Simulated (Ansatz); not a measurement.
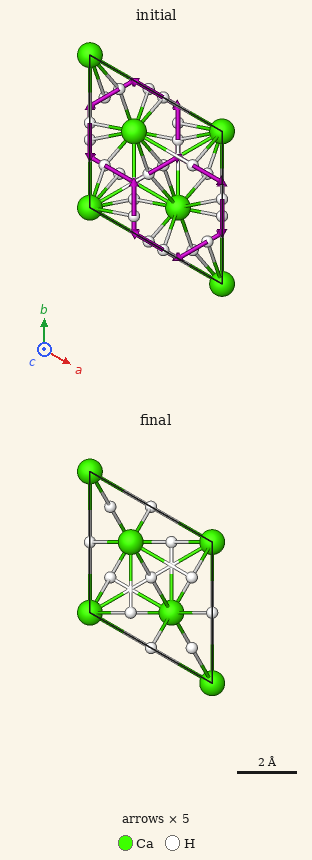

The structure of a crystal of CaH3 (set up in R-3c) before (top) and after (bottom) a relaxation, at one scale. The purple arrows give the displacements (the part carried along by the change of the cell is left out), 5 times their true length.

Style: ball-and-stick. Shown: the conventional cell (3 times the calculation's cell), along the c axis. Lengths and directions refer to the drawn axes.

Case: 2 of 2 Li taken out, relaxed.

Method: DFT PBE, scalar-relativistic, plane waves, PAW in Ansatz 0.2.0. Set-up: plane-wave cutoff 420 eV; k-point mesh 6 × 6 × 6; occupations gaussian; smearing width 0.1 eV; no spin polarisation; cell and atoms relaxed; force threshold 0.025 eV/Å; at most 70 steps.

Q: Summarise the run.

A: After 4 accepted moves (5 points after the start) the energy has fallen by 87.1 meV per atom. The largest force component goes from 0.29 to under 0.0001 eV/Å. Pressure: −5.11 GPa at the start and −0.10 GPa at the end. At 1 point the geometry stayed and the basis and grid were re-selected for the new cell (energy shift of 1.0 meV per atom at most each time). The largest moves relative to the cell, 0.27 Å, are those of H atoms. Ca stays in place. Cell: a = b 5.219 → 4.828 Å (−7.5 %), c 12.462 → 11.821 Å (−5.1 %). Volume −18.8 %. Some distances before and after: Ca–H 2.899 → 2.414 Å, Ca–Ca 3.659 → 3.413 Å, Ca–H 2.582 → 2.413 Å, Ca–H 2.320 → 2.414 Å. Bond angles that change, for instance: Ca–H–Ca 167.1° → 180.0°, Ca–H–Ca 96.4° → 90.0°. The space group (tolerance 0.01 Å) goes from R-3c (No. 167) to Pm-3m (No. 221).
